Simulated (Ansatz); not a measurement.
## Run report: CdTe, geometry relaxation (part 3 of 3)

Continued. System: CdTe (slab, 10 atoms in the cell). Method: DFT PBE, scalar-relativistic, plane waves, PAW, no spin polarisation (Ansatz 0.2.0); cutoff 420 eV, 8×5×1 k-mesh, Gaussian smearing of 0.05 eV. The structure derives from a Materials Project entry. It belongs to a series of runs on one base structure; here: (1 1 0) slab, atoms relaxed.

Geometry of the input (Å; fractional positions):
```
4.6805  0.0000  0.0000
0.0000  6.6193  0.0000
0.0000  0.0000  24.3611
Cd 0.5000  0.5000  0.3079
Te 0.0000  0.2500  0.3079
Cd 0.0000  0.0000  0.4039
Te 0.5000  0.7500  0.4039
Cd 0.5000  0.5000  0.5000
Te 0.0000  0.2500  0.5000
Cd 0.0000  0.0000  0.5961
Te 0.5000  0.7500  0.5961
Cd 0.5000  0.5000  0.6921
Te 0.0000  0.2500  0.6921
```

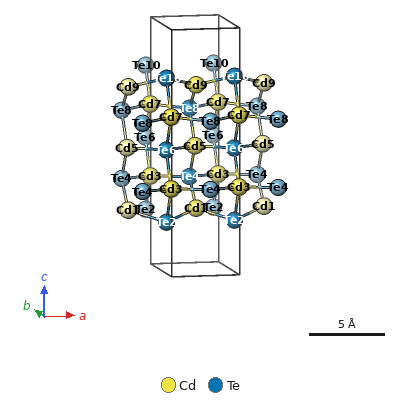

**Figure 1.** The geometry at step 4 of the log (ball-and-stick view of the cell of the calculation, with the vacuum cut short, seen slightly off an axis; neighbours outside the cell are drawn fainter; atoms are numbered from 1 in the order of the input).

### Output, continued
```
  k-point 0: bands = ["-101.6238", "-101.6231", "-101.5430", "-101.5121", "-101.5116", "-62.7531", "-62.7523", "-62.6620", "-62.6612", "-62.6399", "-62.6391", "-62.6128", "-62.6014", "-62.6006", "-62.5872", "-62.5867", "-62.5741", "-62.5736", "-62.5607", "-62.5602", "-35.5029", "-35.5023", "-35.4942", "-35.4941", "-35.4936", "-35.4936", "-35.4668", "-35.4662", "-35.4619", "-35.4613", "-35.4243", "-35.4186", "-35.4181", "-35.4144", "-35.4086", "-35.2642", "-35.2633", "-35.2531", "-35.2522", "-35.2242", "-35.2233", "-35.1896", "-35.1888", "-35.1854", "-35.1846", "-10.3395", "-10.1928", "-9.9540", "-9.8213", "-9.8151", "-7.6890", "-7.6874", "-7.6572", "-7.6458", "-7.5886", "-7.5866", "-7.5784", "-7.5579", "-7.5541", "-7.5403", "-7.5228", "-7.5050", "-7.4965", "-7.4800", "-7.4675", "-7.4468", "-7.4263", "-7.4123", "-7.4084", "-7.3951", "-7.3855", "-7.3770", "-7.2158", "-7.0869", "-6.9938", "-3.4780", "-3.0468", "-2.5275", "-2.1919", "-1.4789", "-1.4141", "-1.0998", "-1.0741", "-0.7569", "-0.5962", "-0.2139", "0.0773", "0.1502", "0.2237", "0.4124", "1.6617", "2.4889", "2.9079", "3.1756", "3.2708", "3.5447", "4.2775", "4.8467", "4.9950", "5.2258", "5.2552", "5.3059", "5.6010", "5.7022", "5.8111", "5.9124", "6.0533", "6.6389"]
  k-point 1: bands = ["-101.6238", "-101.6231", "-101.5430", "-101.5121", "-101.5116", "-62.7531", "-62.7523", "-62.6620", "-62.6612", "-62.6399", "-62.6391", "-62.6128", "-62.6014", "-62.6006", "-62.5872", "-62.5867", "-62.5741", "-62.5737", "-62.5607", "-62.5602", "-35.5029", "-35.5023", "-35.4942", "-35.4941", "-35.4936", "-35.4936", "-35.4668", "-35.4662", "-35.4619", "-35.4613", "-35.4243", "-35.4186", "-35.4181", "-35.4144", "-35.4086", "-35.2642", "-35.2633", "-35.2531", "-35.2522", "-35.2242", "-35.2233", "-35.1896", "-35.1888", "-35.1854", "-35.1846", "-10.3029", "-10.1751", "-9.9719", "-9.8365", "-9.8313", "-7.6813", "-7.6806", "-7.6452", "-7.6390", "-7.5887", "-7.5881", "-7.5799", "-7.5568", "-7.5536", "-7.5437", "-7.5333", "-7.5009", "-7.5002", "-7.4767", "-7.4697", "-7.4419", "-7.4244", "-7.4107", "-7.4085", "-7.3923", "-7.3852", "-7.3568", "-7.2185", "-7.1086", "-7.0650", "-3.3584", "-3.2667", "-2.6618", "-2.0630", "-1.5933", "-1.2769", "-0.9836", "-0.8205", "-0.6710", "-0.5395", "-0.2070", "-0.0174", "0.1183", "0.1216", "0.2247", "2.0838", "2.4029", "2.6935", "3.1043", "3.2158", "3.6058", "4.2882", "4.6785", "5.1433", "5.3372", "5.4576", "5.5180", "5.5191", "5.7812", "5.8381", "5.8803", "6.2145", "6.5412"]
  k-point 2: bands = ["-101.6238", "-101.6231", "-101.5430", "-101.5121", "-101.5116", "-62.7531", "-62.7523", "-62.6620", "-62.6612", "-62.6399", "-62.6391", "-62.6128", "-62.6014", "-62.6006", "-62.5872", "-62.5867", "-62.5741", "-62.5737", "-62.5607", "-62.5602", "-35.5029", "-35.5023", "-35.4942", "-35.4941", "-35.4936", "-35.4936", "-35.4668", "-35.4662", "-35.4619", "-35.4613", "-35.4244", "-35.4186", "-35.4181", "-35.4144", "-35.4086", "-35.2642", "-35.2633", "-35.2531", "-35.2522", "-35.2242", "-35.2233", "-35.1896", "-35.1888", "-35.1854", "-35.1846", "-10.2196", "-10.1420", "-10.0304", "-9.8618", "-9.8556", "-7.6672", "-7.6662", "-7.6251", "-7.6245", "-7.5899", "-7.5872", "-7.5826", "-7.5763", "-7.5630", "-7.5592", "-7.5135", "-7.5030", "-7.4928", "-7.4732", "-7.4723", "-7.4319", "-7.4206", "-7.4093", "-7.3879", "-7.3855", "-7.3855", "-7.3092", "-7.2741", "-7.1592", "-7.1586", "-3.4867", "-3.1547", "-2.8282", "-2.1216", "-1.7610", "-0.7942", "-0.6602", "-0.5302", "-0.4394", "-0.3902", "-0.2133", "-0.1882", "-0.1366", "-0.1244", "-0.0281", "2.3607", "2.3815", "2.7834", "2.8063", "3.1734", "3.8405", "4.3997", "4.4850", "5.1837", "5.2712", "5.5792", "5.6429", "5.6766", "5.8906", "5.9936", "6.0463", "6.2452", "6.4041"]
  k-point 14: bands = ["-101.6238", "-101.6231", "-101.5430", "-101.5121", "-101.5116", "-62.7531", "-62.7523", "-62.6620", "-62.6612", "-62.6399", "-62.6392", "-62.6128", "-62.6014", "-62.6006", "-62.5873", "-62.5868", "-62.5741", "-62.5737", "-62.5607", "-62.5602", "-35.5028", "-35.5023", "-35.4943", "-35.4942", "-35.4937", "-35.4936", "-35.4665", "-35.4659", "-35.4620", "-35.4614", "-35.4240", "-35.4187", "-35.4183", "-35.4144", "-35.4085", "-35.2639", "-35.2630", "-35.2532", "-35.2523", "-35.2245", "-35.2236", "-35.1896", "-35.1888", "-35.1854", "-35.1845", "-10.0902", "-10.0335", "-9.9371", "-9.7453", "-9.7386", "-7.6425", "-7.6351", "-7.6115", "-7.5810", "-7.5633", "-7.5626", "-7.5601", "-7.5472", "-7.5388", "-7.5230", "-7.5066", "-7.4977", "-7.4927", "-7.4690", "-7.4303", "-7.4302", "-7.4128", "-7.4110", "-7.3879", "-7.3827", "-7.1000", "-7.0770", "-7.0591", "-6.9991", "-6.9820", "-3.6798", "-3.3937", "-3.3675", "-3.3352", "-3.1399", "-1.5478", "-1.5174", "-1.3640", "-1.1252", "-0.8464", "-0.7713", "-0.7445", "-0.4915", "-0.2041", "-0.1761", "2.5287", "2.9275", "3.2221", "3.6917", "3.9552", "3.9953", "4.2911", "5.0161", "5.2865", "5.5256", "5.8998", "6.0976", "6.1357", "6.2742", "6.3894", "6.9441", "6.9838", "7.1900"]
--- Relaxed structure (6 steps of the walk, 6 accepted, 0 SCFs on fresh bases) ---
  F+E_penalty+E_count = -76175.90372383 eV   max|allowed force component| = 1.604e-2 eV/Å
  atoms:
    - { symbol: Cd, position: [0.49999999999999994, 0.44617259266974796, 0.33175352011113785] }
    - { symbol: Te, position: [-3.721221267874107e-18, 0.24483402374124966, 0.3000250011146821] }
    - { symbol: Cd, position: [-6.182675815439155e-18, 0.024477014652659723, 0.39988548638772176] }
    - { symbol: Te, position: [0.49999999999999994, 0.77111248080103, 0.40542360317841286] }
    - { symbol: Cd, position: [0.49999999999999994, 0.51468006125473, 0.49999676013238964] }
    - { symbol: Te, position: [-1.896679766460111e-18, 0.2620929244309704, 0.500003497784815] }
    - { symbol: Cd, position: [-1.5094024099722173e-18, 0.024485333520181035, 0.6001066622684399] }
    - { symbol: Te, position: [0.49999999999999994, 0.7711178159860449, 0.5945827235777481] }
    - { symbol: Cd, position: [0.49999999999999994, 0.4461857388297818, 0.6682452963035747] }
    - { symbol: Te, position: [5.343594647648387e-18, 0.24484201411360385, 0.6999774491410784] }
```

### Trajectory as extended XYZ (Å, eV, eV/Å), 6 frames, from step=1 to step=6
```
10
Lattice="4.6805 0.0000 0.0000 0.0000 6.6193 0.0000 0.0000 0.0000 24.3611" Properties=species:S:1:pos:R:3:forces:R:3 step=1 energy=-76175.05359
Cd    2.3403    3.3096    7.5000    0.0000  -0.7387   0.7160
Te    0.0000    1.6548    7.5000    0.0000   0.3409  -0.6411
Cd    0.0000    0.0000    9.8403    0.0000   0.1949   0.0201
Te    2.3403    4.9644    9.8403    0.0000   0.2843  -0.1781
Cd    2.3403    3.3096   12.1805    0.0000  -0.2051   0.0000
Te    0.0000    1.6548   12.1805    0.0000   0.0424   0.0000
Cd    0.0000    0.0000   14.5208    0.0000   0.1948  -0.0200
Te    2.3403    4.9644   14.5208    0.0000   0.2843   0.1781
Cd    2.3403    3.3096   16.8611    0.0000  -0.7388  -0.7159
Te    0.0000    1.6548   16.8611    0.0000   0.3409   0.6411
10
Lattice="4.6805 0.0000 0.0000 0.0000 6.6193 0.0000 0.0000 0.0000 24.3611" Properties=species:S:1:pos:R:3:forces:R:3 step=2 energy=-76175.52912
Cd    2.3403    3.1810    7.6464    0.0000  -0.3024   0.5297
Te    0.0000    1.6636    7.3830    0.0000  -0.0252  -0.2781
Cd    0.0000    0.0616    9.8160    0.0000   0.1554  -0.1888
Te    2.3403    5.0233    9.8292    0.0000   0.0686  -0.0236
Cd    2.3403    3.2965   12.1805    0.0000   0.1334   0.0000
Te    0.0000    1.6665   12.1805    0.0000   0.0744   0.0000
Cd    0.0000    0.0616   14.5450    0.0000   0.1554   0.1889
Te    2.3403    5.0233   14.5318    0.0000   0.0686   0.0235
Cd    2.3403    3.1810   16.7147    0.0000  -0.3025  -0.5297
Te    0.0000    1.6636   16.9780    0.0000  -0.0253   0.2781
10
Lattice="4.6805 0.0000 0.0000 0.0000 6.6193 0.0000 0.0000 0.0000 24.3611" Properties=species:S:1:pos:R:3:forces:R:3 step=3 energy=-76175.78377
Cd    2.3403    3.0784    7.8121    0.0000  -0.1382   0.3213
Te    0.0000    1.6356    7.3106    0.0000  -0.0534  -0.0890
Cd    0.0000    0.1090    9.7722    0.0000   0.1356  -0.1388
Te    2.3403    5.0635    9.8371    0.0000  -0.0019   0.0037
Cd    2.3403    3.3483   12.1805    0.0000   0.1076  -0.0004
Te    0.0000    1.7007   12.1805    0.0000   0.0080   0.0004
Cd    0.0000    0.1090   14.5889    0.0000   0.1356   0.1381
Te    2.3403    5.0635   14.5240    0.0000  -0.0019  -0.0029
Cd    2.3403    3.0784   16.5489    0.0000  -0.1378  -0.3217
Te    0.0000    1.6356   17.0505    0.0000  -0.0533   0.0894
10
Lattice="4.6805 0.0000 0.0000 0.0000 6.6193 0.0000 0.0000 0.0000 24.3611" Properties=species:S:1:pos:R:3:forces:R:3 step=4 energy=-76175.89347
Cd    2.3403    2.9920    7.9869    0.0000  -0.0507   0.0916
Te    0.0000    1.6164    7.2824    0.0000   0.0157   0.0000
Cd    0.0000    0.1575    9.7330    0.0000   0.0085  -0.0263
Te    2.3403    5.0929    9.8588    0.0000  -0.0035  -0.0034
Cd    2.3403    3.3878   12.1804    0.0000   0.0438   0.0000
Te    0.0000    1.7165   12.1806    0.0000   0.0163   0.0001
Cd    0.0000    0.1576   14.6279    0.0000   0.0085   0.0262
Te    2.3403    5.0929   14.5024    0.0000  -0.0034   0.0034
Cd    2.3403    2.9921   16.3741    0.0000  -0.0508  -0.0915
Te    0.0000    1.6165   17.0787    0.0000   0.0157   0.0000
10
Lattice="4.6805 0.0000 0.0000 0.0000 6.6193 0.0000 0.0000 0.0000 24.3611" Properties=species:S:1:pos:R:3:forces:R:3 step=5 energy=-76175.90372
Cd    2.3403    2.9533    8.0819    0.0000  -0.0096  -0.0088
Te    0.0000    1.6206    7.3089    0.0000   0.0072  -0.0119
Cd    0.0000    0.1620    9.7416    0.0000  -0.0105   0.0098
Te    2.3403    5.1042    9.8765    0.0000   0.0160  -0.0119
Cd    2.3403    3.4068   12.1804    0.0000   0.0050   0.0009
Te    0.0000    1.7349   12.1806    0.0000  -0.0102  -0.0010
Cd    0.0000    0.1621   14.6192    0.0000  -0.0106  -0.0081
Te    2.3403    5.1042   14.4847    0.0000   0.0160   0.0105
Cd    2.3403    2.9534   16.2792    0.0000  -0.0103   0.0095
Te    0.0000    1.6207   17.0522    0.0000   0.0070   0.0109
10
Lattice="4.6805 0.0000 0.0000 0.0000 6.6193 0.0000 0.0000 0.0000 24.3611" Properties=species:S:1:pos:R:3:forces:R:3 step=6 energy=-76175.90372
Cd    2.3403    2.9533    8.0819    0.0000  -0.0096  -0.0088
Te    0.0000    1.6206    7.3089    0.0000   0.0071  -0.0118
Cd    0.0000    0.1620    9.7416    0.0000  -0.0105   0.0098
Te    2.3403    5.1042    9.8765    0.0000   0.0160  -0.0119
Cd    2.3403    3.4068   12.1804    0.0000   0.0050   0.0009
Te    0.0000    1.7349   12.1806    0.0000  -0.0102  -0.0010
Cd    0.0000    0.1621   14.6192    0.0000  -0.0106  -0.0082
Te    2.3403    5.1042   14.4847    0.0000   0.0160   0.0105
Cd    2.3403    2.9534   16.2792    0.0000  -0.0103   0.0095
Te    0.0000    1.6207   17.0522    0.0000   0.0070   0.0109
```

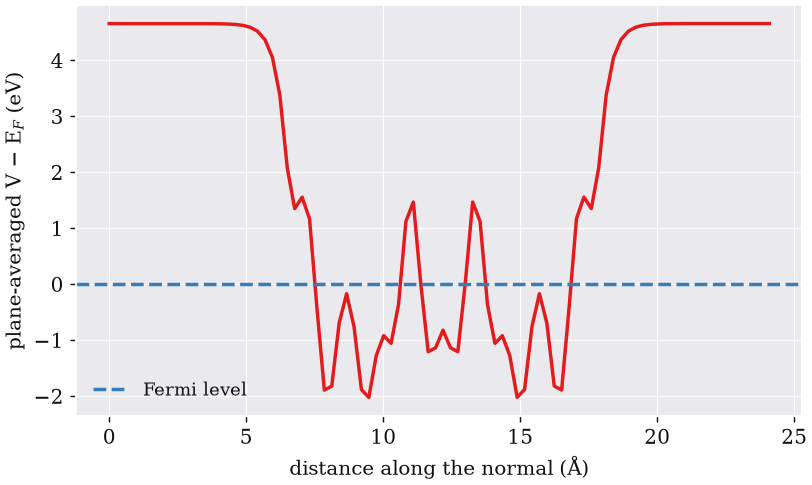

**Figure 2.** Plane average of the electrostatic potential energy of an electron across the cell, from the Fermi level. The vacuum level lies 4.66 eV above the Fermi level.

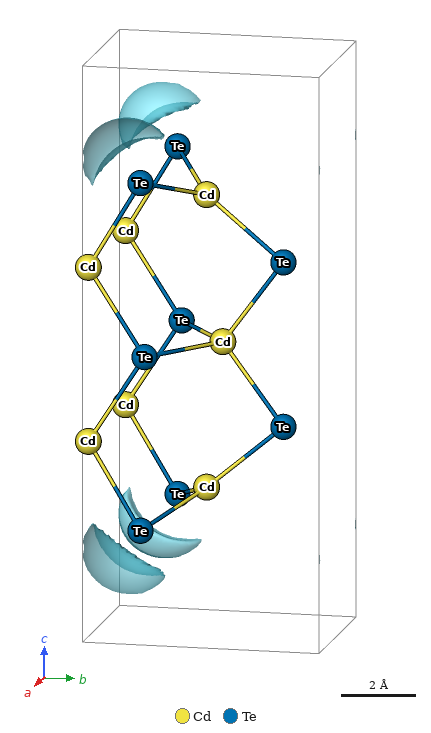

**Figure 3.** Isosurface of the electron localisation function at 0.75 (cyan), seen slightly off an axis. Core shells and regions of very low density are left out. Sticks mark near contacts. Counts are for one cell; the picture repeats the cell along the surface.  Values along the shortest contacts: Cd–Te (2.80 Å): the ELF is about 0.50 at the midpoint. Cd–Te (2.86 Å): the ELF peaks at about 0.65 in the valence shell of Te, 1.2 Å from its nucleus, and drops to about 0.15 between the two atoms. The fields are those of the smooth PAW valence density.

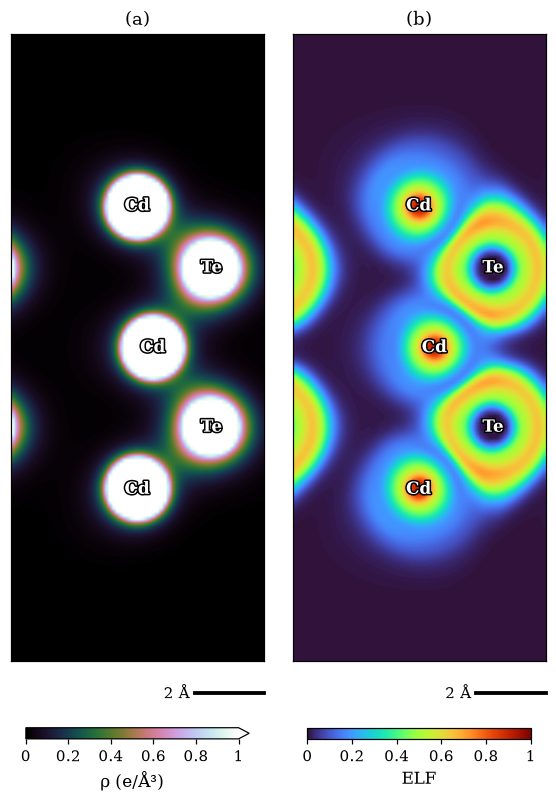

**Figure 4.** (a) valence charge density (pseudo); (b) electron localisation function on the (100) plane of the calculation cell, a cut from vacuum to vacuum. Atoms in the plane: Cd and Te. Cd–Te (2.80 Å): ρ at the midpoint is about 0.36 e/Å³; the ELF is about 0.50 at the midpoint. Cd–Te (2.86 Å): ρ at the midpoint is about 0.32 e/Å³; the ELF peaks at about 0.65 in the valence shell of Te, 1.2 Å from its nucleus, and drops to about 0.15 between the two atoms. The density dies away to nearly zero in the vacuum. The strong features right at Cd lie inside the PAW spheres (semicore, d or f shells) and say nothing about bonding.
